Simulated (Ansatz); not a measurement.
**Al (cell with a defect): density, localisation and related maps**

Al (cell with a defect), 61 atoms, a = 10.30 Å, b = 10.30 Å, c = 10.30 Å, α = 101.09°, β = 101.09°, γ = 101.09°.

Computed without spin polarisation.

Theory: DFT PBE, scalar-relativistic, plane waves, PAW in Ansatz 0.2.0.

Core electrons are frozen (PAW), and the valence fields are smoothed inside the atomic spheres.

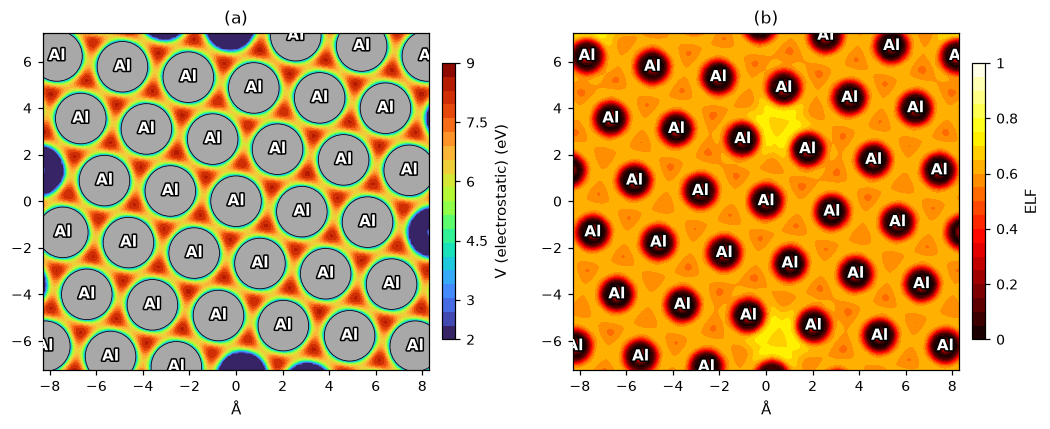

Figure 1. (a) electrostatic potential (local pseudopotential plus Hartree) felt by an electron; (b) ELF on the (111) plane of the calculation cell. Grey discs cover the atomic cores in the potential map.

Read the bonding off the picture.

Answer. The section cuts through Al sites. Al–Al (2.82 Å): the ELF peaks at about 0.70 between the atoms. Al–Al (2.86 Å): the ELF peaks at about 0.65 between the atoms. Al–Al (2.87 Å): the ELF peaks at about 0.65 between the atoms. Outside the cores the potential energy rises away from the atoms and is highest about 1.6 Å from the nearest atoms; its zero is arbitrary.

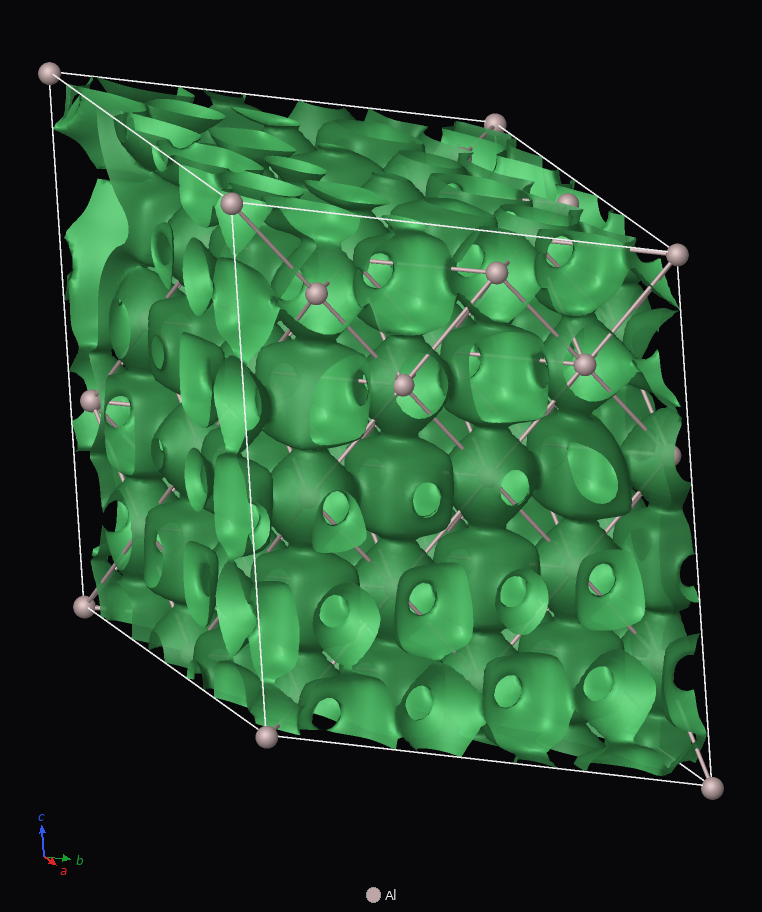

Figure 2. Isosurface of the electron localisation function at 0.55 (green), seen slightly off an axis. Only the valence region is drawn (cores and ρ < 0.01 e/Å³ removed). Sticks mark near contacts.

What do the ELF domains correspond to?

Answer. The surface consists of one network that runs through the whole crystal, counted in one cell of 61 atoms. Regions shared between cells count once. There are no localised bonds or lone pairs at this value.


Al–Al (2.81 Å): the ELF peaks at about 0.70 between the atoms. Al–Al (2.85 Å): the ELF peaks at about 0.65 between the atoms.

Does the calculation give a band gap?

Answer. It is gapless in this calculation (a metal or semimetal).
